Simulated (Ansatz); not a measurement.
## Where V_Mg-F_O puts its levels in the gap of MgO (Fm-3m)

Aim: at which Fermi levels does V_Mg-F_O in MgO (Fm-3m) change its charge? The model is a cell of 54 host atoms with 1 site emptied and F put on another atom's site.

Program: Ansatz 0.2.0. Level of theory: place-levels on r2SCAN runs: charge-transition levels and formation energies with image-charge correction and potential alignment at the atomic sites; PAW set soft_1. Results are calculated unless marked as measured.

**Measured values to reproduce.**

For MgO, rocksalt (bulk crystal), “Electronic structure of alkaline earth and post-transition metal oxides” (2009, arxiv:0908.1581) quotes earlier work: band gap (literature experimental gap) 7.83 eV [Literature value based on experiment; other listed experimental values range from 7.7 to …].

## Step 1: The starting structure

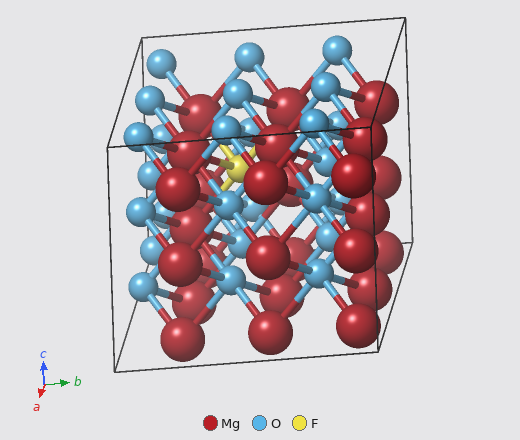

The starting structure, seen slightly off an axis (magnesium red, oxygen blue, fluorine yellow).

The cell holds 53 atoms: 26 Mg, 26 O and 1 F. Its edges and angles: a = 8.925 Å, b = 8.925 Å, c = 8.925 Å, α = 60.0°, β = 60.0°, γ = 60.0°. It derives from MgO (space group Fm-3m). Nearest the centre at fractional (0.583, 0.583, 0.417): F28 at 1.05 Å, Mg33 at 2.35 Å, Mg45 at 2.35 Å, O32 at 2.35 Å, Mg35 at 2.35 Å, Mg47 at 2.35 Å, O44 at 2.35 Å, O34 at 2.35 Å.

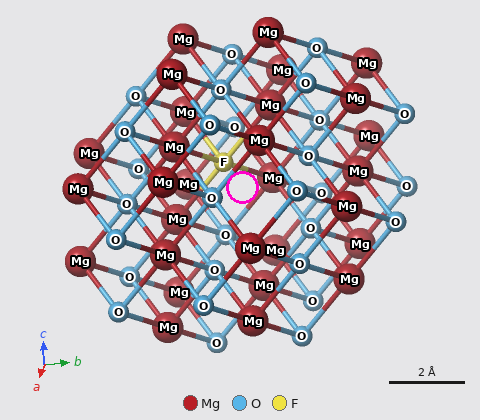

The atoms within 5 Å of the centre. A ring marks the centre wherever it is empty.

Structure file:

```xyz
53
Lattice="0.0000 6.3112 6.3112 6.3112 0.0000 6.3112 6.3112 6.3112 0.0000" Properties=species:S:1:pos:R:3 pbc="T T T"
Mg    0.0000    0.0000    0.0000
O     2.1037    2.1037    2.1037
Mg    2.1037    2.1037    0.0000
O     4.2075    4.2075    2.1037
Mg    4.2075    4.2075    0.0000
O     6.3112    6.3112    2.1037
Mg    2.1037    0.0000    2.1037
O     4.2075    2.1037    4.2075
Mg    4.2075    2.1037    2.1037
O     6.3112    4.2075    4.2075
Mg    6.3112    4.2075    2.1037
O     8.4150    6.3112    4.2075
Mg    4.2075    0.0000    4.2075
O     6.3112    2.1037    6.3112
Mg    6.3112    2.1037    4.2075
O     8.4150    4.2075    6.3112
Mg    8.4150    4.2075    4.2075
O    10.5187    6.3112    6.3112
Mg    0.0000    2.1037    2.1037
O     2.1037    4.2075    4.2075
Mg    2.1037    4.2075    2.1037
O     4.2075    6.3112    4.2075
Mg    4.2075    6.3112    2.1037
O     6.3112    8.4150    4.2075
Mg    2.1037    2.1037    4.2075
O     4.2075    4.2075    6.3112
Mg    4.2075    4.2075    4.2075
F     6.3112    6.3112    6.3112
Mg    6.3112    6.3112    4.2075
O     8.4150    8.4150    6.3112
Mg    4.2075    2.1037    6.3112
O     6.3112    4.2075    8.4150
Mg    6.3112    4.2075    6.3112
O     8.4150    6.3112    8.4150
Mg    8.4150    6.3112    6.3112
O    10.5187    8.4150    8.4150
Mg    0.0000    4.2075    4.2075
O     2.1037    6.3112    6.3112
Mg    2.1037    6.3112    4.2075
O     4.2075    8.4150    6.3112
Mg    4.2075    8.4150    4.2075
O     6.3112   10.5187    6.3112
Mg    2.1037    4.2075    6.3112
O     4.2075    6.3112    8.4150
Mg    4.2075    6.3112    6.3112
O     6.3112    8.4150    8.4150
Mg    6.3112    8.4150    6.3112
O     8.4150   10.5187    8.4150
Mg    4.2075    4.2075    8.4150
O     6.3112    6.3112   10.5187
O     8.4150    8.4150   10.5187
Mg    8.4150    8.4150    8.4150
O    10.5187   10.5187   10.5187
```

Known beforehand: the electronic dielectric constant, 3.24, and the static one, 10.37, from a response run on this crystal (DFPT, PBEsol) at that run's own cell.

The cell's shortest repeat is 8.9 Å.

## Step 2: The runs of each charge state

Levels follow from differences of total energies between charge states, each relaxed by itself.

Random displacements of about 0.05 Å break the site symmetry at the start, so that the relaxation can reach a distorted minimum if there is one. Forces are taken at one point at (¼, ¼, ¼). The cell holds 2 electrons more than the neutral one, with a uniform background that keeps it neutral on the whole. The electron count is odd, so at least one spin is unpaired; this run locks the moment at 1 μB.

The sampling was tested on the host first: at the k-points planned (1x1x1 shifted 0.25 0.25 0.25) its energy lies 0.020 eV an atom from the dense-mesh value, under the bound of 0.02 eV set for this test; that bounds the host's error, not the defect's.

One of the inputs; charge, spin and start change from state to state.

The input, qm2_M1.relax/input.yaml:

```yaml
crystal:
  lattice:
    - [0.0, 2.10374764, 2.10374764]
    - [2.10374764, 0.0, 2.10374764]
    - [2.10374764, 2.10374764, 0.0]
  atoms:
    - { symbol: Mg, position: [0.0, 0.0, 0.0] }
    - { symbol: O, position: [0.5, 0.5, 0.5] }
  supercell: [3, 3, 3]
  defects: [{ vacancy: 50 }, { substitution: { at: 27, symbol: F } }]
total_charge: -2
basis:
  ecutwfc: 500
  xc_grid: 2
hamiltonian:
  xc: r2scan
  pseudopotentials: { kind: paw, azcp: { folder: soft_1 } }
kpoints:
  mp_grid: { grid: [1, 1, 1], shift: [0.25, 0.25, 0.25] }
magnetization:
  spin_polarized: true
  initial_magnetization: 1
  spin_locking: { lock_magnetization: hard }
scf:
  occupations: { method: fixed }
  max_iter: 100
output:
  forces: true
  charged_corrections:
    epsilon: 3.24
    static_epsilon: 10.37
    defect_position: [0.583333, 0.583333, 0.416667]
relax:
  f_tol: 0.02
  max_steps: 80
  random_displacement: { amplitude: 0.05, seed: 8873 }
checkpoint:
  write: "../qm2_M1.relax.run"
  compress: false
  write_wavefunctions: true
  write_every: 100000
```

On the command line:

```
ansatz run input.yaml --threads 8 --pin off --max-ram 15073MiB --backend cpu --events-out ev --progress --plain --runs-dir out
```

Defect states can disperse in a cell of this size, so the energy is taken again at a 2×2×2 shifted mesh, on the relaxed structure.

The run of this state that the levels use, under r2SCAN:

The input, qm2_M1.point/input.yaml:

```yaml
crystal:
  checkpoint: "../qm2_M1.relax.run"
  host: checkpoint
total_charge: -2
basis:
  ecutwfc: 500
  xc_grid: 2
hamiltonian:
  xc: r2scan
  pseudopotentials: { kind: paw, azcp: { folder: soft_1 } }
kpoints:
  mp_grid: { grid: [2, 2, 2], shift: [0.5, 0.5, 0.5] }
magnetization:
  spin_polarized: true
  initial_magnetization: 1
  spin_locking: { lock_magnetization: hard }
scf:
  occupations: { method: fermi_dirac, width: 0.01 }
  max_iter: 100
output:
  forces: true
  eigenvalues: true
  charged_corrections:
    epsilon: 3.24
    static_epsilon: 10.37
    defect_position: [0.583333, 0.583333, 0.416667]
  eigenstates: { localisation: true }
  populations: true
  efg: {}
  band_densities: [{ bands: [v1, v1] }, { bands: [c1, c1] }]
  write_density: true
  write_potential: true
  volumetric_format: npy
  elf: true
checkpoint:
  read: "../qm2_M1.relax.run"
  write: "../qm2_M1.point.run"
  compress: false
  write_wavefunctions: false
  write_every: 100000
```

Relaxations under r2SCAN at one point at (¼, ¼, ¼); times on 8 threads of Arm Neoverse V1, shared host:

| charge | moment (μB) | occupations | outcome | steps | largest displacement against the far atoms (Å) | time |
| --- | --- | --- | --- | --- | --- | --- |
| −2 | 1 | fixed | converged | 5 | 0.13 | 83 s |
| −1 | 0 | fixed | converged | 6 | 0.13 | 43 s |
| −1 | 2 | fixed | converged | 8 | 0.13 | 3.1 min |
| 0 | 1 | fixed | converged | 8 | 0.13 | 3.6 min |
| +1 | 0 | fixed | not converged | - | - | 51 s |
| +1 | 0 | fermi-dirac | converged | 6 | 0.12 | 73 s |
| +1 | 2 | fixed | converged | 6 | 0.11 | 2.1 min |

Single points under r2SCAN at a 2×2×2 shifted mesh; times on 8 threads of Arm Neoverse V1, shared host:

| charge | moment (μB) | occupations | outcome | time |
| --- | --- | --- | --- | --- |
| −2 | 1 | fermi-dirac | converged | 93 s |
| −1 | 0 | fermi-dirac | converged | 35 s |
| −1 | 2 | fermi-dirac | converged | 2.7 min |
| 0 | 1 | fermi-dirac | converged | 1.8 min |
| +1 | 0 | fermi-dirac | converged | 51 s |
| +1 | 2 | fermi-dirac | converged | 1.7 min |

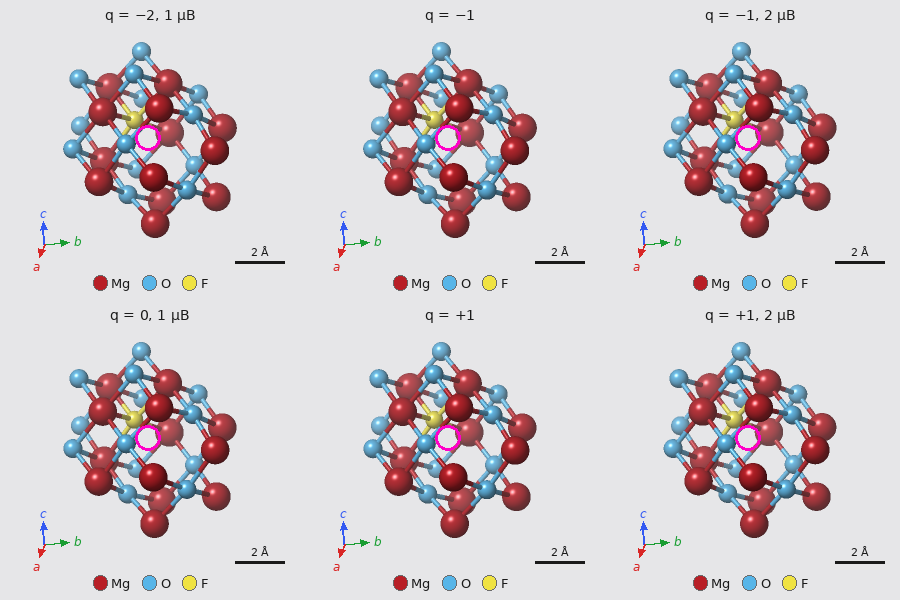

The structures near the centre after relaxation with r2SCAN, by charge. A ring marks the centre wherever it is empty.

Distances (Å) from the ideal centre to the nearest atoms after relaxation with r2SCAN:

| charge | moment (μB) | 1. | 2. | 3. | 4. | 5. | 6. |
| --- | --- | --- | --- | --- | --- | --- | --- |
| −2 | 1 | F 1.15 | Mg 2.39 | Mg 2.39 | Mg 2.40 | Mg 2.40 | O 2.46 |
| −1 | 0 | F 1.16 | Mg 2.40 | Mg 2.40 | Mg 2.40 | Mg 2.40 | O 2.45 |
| −1 | 2 | F 1.15 | Mg 2.39 | Mg 2.39 | Mg 2.39 | Mg 2.39 | O 2.45 |
| 0 | 1 | F 1.15 | Mg 2.39 | Mg 2.39 | Mg 2.39 | Mg 2.39 | O 2.45 |
| +1 | 0 | F 1.16 | Mg 2.39 | Mg 2.39 | Mg 2.39 | Mg 2.39 | O 2.45 |
| +1 | 2 | F 1.16 | Mg 2.39 | Mg 2.39 | Mg 2.40 | Mg 2.40 | O 2.44 |

(Continued in part 2 of 2.)

[Logs are printed without paths, hosts, clocks, repeated set-up lines and the standing remarks that a program may print on its own settings, such as how far it seeks lower states.]

[Hosts, paths, dates, database ids (printed as entryN), source tags and the programs' standing remarks are cut or masked in the printed files.]

[Where a table of states has a column of steps, it counts the stored structures, which are thinned; the runs took as many ionic steps or more.]

[A defect's name tells the site on which it was built; relaxed atoms can leave that site.]

[For some hosts the program warned that the k-mesh of the response run may be too coarse for force constants and the static dielectric constant; such warnings are not shown here.]
